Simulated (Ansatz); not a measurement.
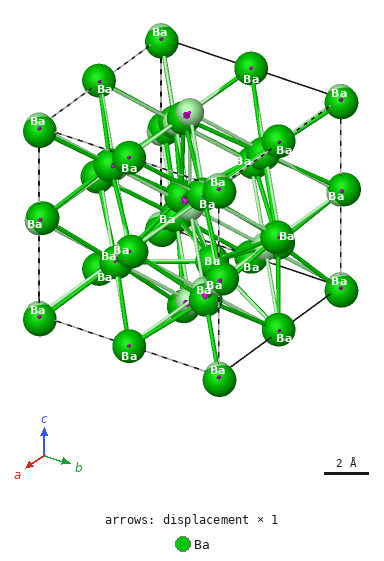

This is a relaxation of a defect cell of composition Ba. The starting structure is drawn faded, the final one solid; purple arrows show the displacements, at their true length.

The picture is a ball-and-stick view of the cell of the calculation (origin shifted), seen from a free direction.

It is an interstitial Ba in bcc Ba. The run prepares an end point of a later path (interstitial hop) calculation, from a guessed geometry.

All numbers below come from Ansatz, DFT PBE-D3(BJ), scalar-relativistic, plane waves, PAW.

Input
```yaml
crystal:
  lattice:
    - [10.04, 0.0, 0.0]
    - [0.0, 10.04, 0.0]
    - [0.0, 0.0, 10.04]
  atoms:
    - { symbol: Ba, position: [0.0, 0.0, 0.0] }
    - { symbol: Ba, position: [0.5, 0.0, 0.0] }
    - { symbol: Ba, position: [0.0, 0.5, 0.0] }
    - { symbol: Ba, position: [0.0, 0.0, 0.5] }
    - { symbol: Ba, position: [0.25, 0.25, 0.25] }
    - { symbol: Ba, position: [0.5, 0.5, 0.0] }
    - { symbol: Ba, position: [0.5, 0.0, 0.5] }
    - { symbol: Ba, position: [0.75, 0.25, 0.25] }
    - { symbol: Ba, position: [0.0, 0.5, 0.5] }
    - { symbol: Ba, position: [0.25, 0.75, 0.25] }
    - { symbol: Ba, position: [0.25, 0.25, 0.75] }
    - { symbol: Ba, position: [0.5, 0.5, 0.5] }
    - { symbol: Ba, position: [0.75, 0.75, 0.25] }
    - { symbol: Ba, position: [0.75, 0.25, 0.75] }
    - { symbol: Ba, position: [0.25, 0.75, 0.75] }
    - { symbol: Ba, position: [0.75, 0.75, 0.75] }
    - { symbol: Ba, position: [0.00193758, 0.12205465, 0.25212237] }
basis:
  ecutwfc: 420.0
kpoints:
  mp_grid: { grid: [2, 2, 2] }
hamiltonian:
  xc: pbe
  dispersion: d3bj
scf:
  occupations: { method: gaussian, width: 0.15 }
  lower_state_search: "off"
relax:
  f_tol: 0.03
  max_steps: 60
  adjacent_minimum: "off"
output:
  write_density: true
  write_potential: true
  elf: true
  volumetric_format: npy
```

Run as
```bash
ansatz run input.yaml --threads 4 --pin off --max-ram 10240MiB --backend cpu --events-out ev --progress --plain --runs-dir out
```

Q: What happened in the run?

A: The largest moves, 0.64 Å, are those of Ba1, Ba4, Ba5 and Ba8. Ba4 goes along [1 −3 3]. The lattice vectors keep their values. Near-neighbour distances that change, for instance: Ba1–Ba8 4.347 → 5.378 Å, Ba1–Ba5 4.347 → 5.374 Å, Ba1–Ba4 5.020 → 4.075 Å, Ba4–Ba17 2.774 → 3.418 Å. The energy falls by 2.538 eV per cell of the calculation in 9 accepted moves (11 points after the start). Largest force component: 2.9 eV/Å at the start, 0.017 eV/Å at the end. The line search rejected the trial step at point 10 of the run. 1 step only repeated the SCF at the same geometry. The forces were under the threshold at step 4, but the run went on from there.
